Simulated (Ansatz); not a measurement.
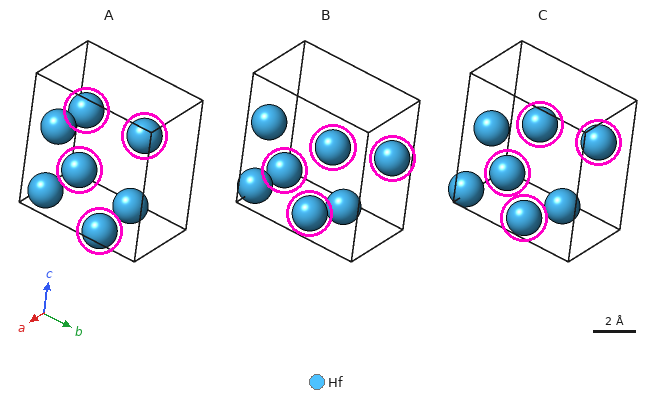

3 geometries from a converged minimum-energy path of a defect cell of composition Hf with a Hf vacancy (7 atoms in the cell), shuffled. The picture is a spheres-only view of the simulation cell (origin moved), seen slightly off an axis. The atoms that move most are ringed.

The calculation used DFT, PAW plane waves, PBE (Ansatz 0.2.0). Settings: plane-wave cutoff 420 eV; k-point mesh 3 × 3 × 3; cold smearing 0.15 eV; 3 movable images; climbing image; force threshold 0.05 eV/Å; iteration limit 40.

Question: One of them is the converged climbing image. Which?

Answer: C. In order along the path, whose images run from 0 to 4: A (image 0, 0.00 eV), C (image 1, +1.07 eV), B (image 3, +0.05 eV). A Hf atom travels furthest, 3.73 Å from end to end, along [1 1 0], on a path that bends up to 0.97 Å away from the straight line. At the highest image its nearest neighbour (Hf) is 2.90 Å away, against 2.99 Å at the start, and the surrounding atoms stand up to 0.85 Å off the mean of their end positions.

Limits of the set-up: the periodic images lie only 6.3 Å apart, so the values are limited by the cell's size.
